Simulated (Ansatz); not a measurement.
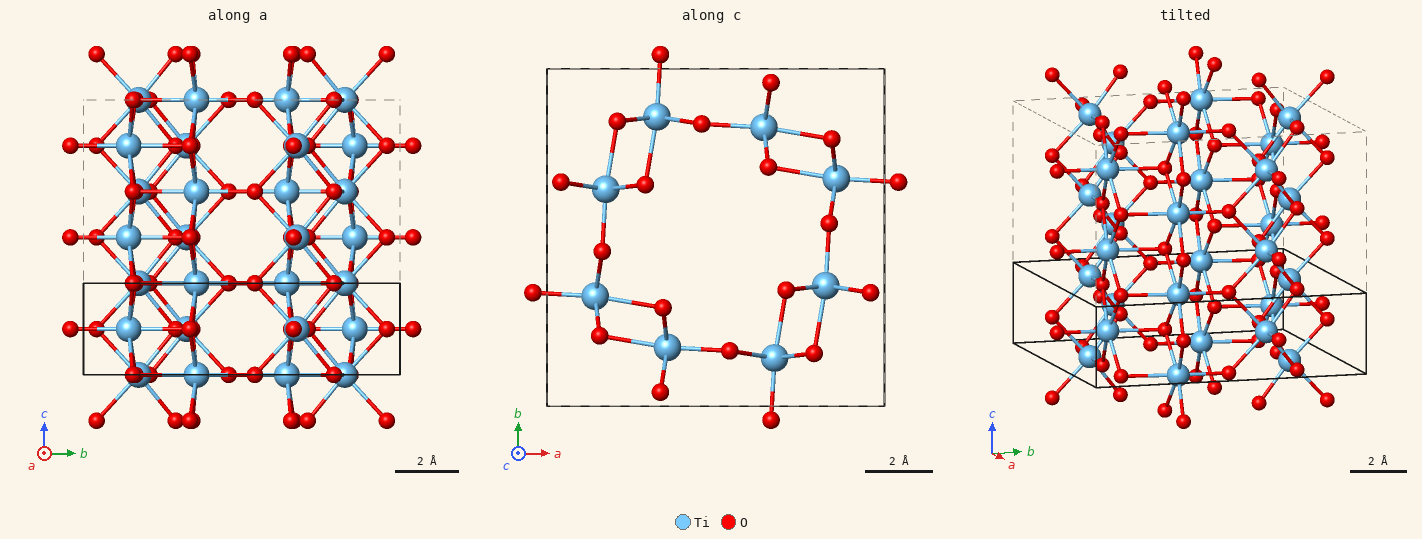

We look at a ball-and-stick model of the crystal along the a axis, along the c axis and slightly off an axis. One conventional unit cell is drawn solid; the view covers 1×1×3 cells. Some neighbours outside the box are added. Cell: a = 10.169 Å, b = 10.169 Å, c = 2.946 Å, α = 90.00°, β = 90.00°, γ = 90.00°.

The compound is TiO₂. The atoms follow space group I4/m (No. 87); the Bravais lattice is body-centred tetragonal. Content of the cell: 8 Ti, 16 O (Z = 8). Each Ti has six O in a distorted octahedral arrangement at about 1.9 to 2.1 Å. O is coordinated by three Ti at about 1.9 to 2.1 Å. Not all metal-metal contacts are counted. The bonds build a three-dimensional framework.

The structure comes from a structure listed in the Materials Project. It is drawn as it came out of a relaxation with Ansatz, DFT, PBEsol, plane waves, PAW.
